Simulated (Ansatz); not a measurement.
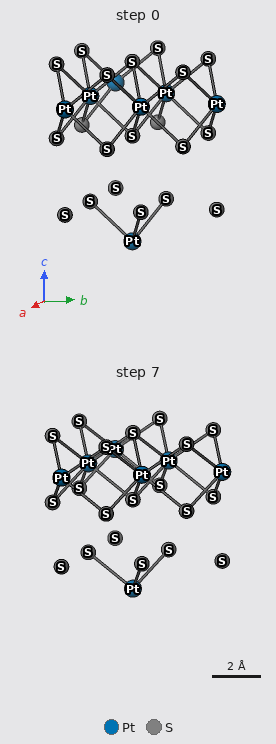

The structure of a crystal of PtS2 (built on the 2H (MoS2) bulk type) before (top) and after (bottom) a relaxation, at one scale.

A ball-and-stick model of the atoms within 5.0 Å of the atom that moves most (axes of the cell of the calculation), seen slightly off an axis.

These are results of DFT, PBE-D3(BJ), plane waves, PAW (Ansatz 0.2.0), not measurements. Set-up: plane-wave cutoff 420 eV; k-point mesh 12 × 12 × 2; occupations fermi dirac; smearing width 0.02 eV; no spin polarisation; cell and atoms relaxed; force threshold 0.005 eV/Å.

What changed between the two?

Answer. Over 5 accepted moves (7 points after the start) the energy falls by 109 meV per atom. Largest force component: 0.26 eV/Å at the start, 0.0017 eV/Å at the end. Pressure: 1.02 GPa at the start and 0.01 GPa at the end. The line search rejected the trial step at point 4 of the run. At 1 point the geometry stayed and the basis and grid were re-selected for the new cell (energy shift of 0.1 meV per atom at most each time). The largest moves relative to the cell, 0.067 Å, are those of S atoms. Pt stays in place. The drawn cell changes as follows: a = b 3.238 → 3.430 Å (+5.9 %), c 12.159 → 10.441 Å (−14.1 %); the volume changes by −3.6 %. Some distances before and after: S–S 3.162 → 2.848 Å, Pt–S 2.448 → 2.439 Å. Bond angles that change, for instance: S–Pt–S 80.4° → 71.4°, Pt–S–Pt 82.8° → 89.4°, S–Pt–S 82.8° → 89.4°. The space group stays P6_3/mmc (No. 194).
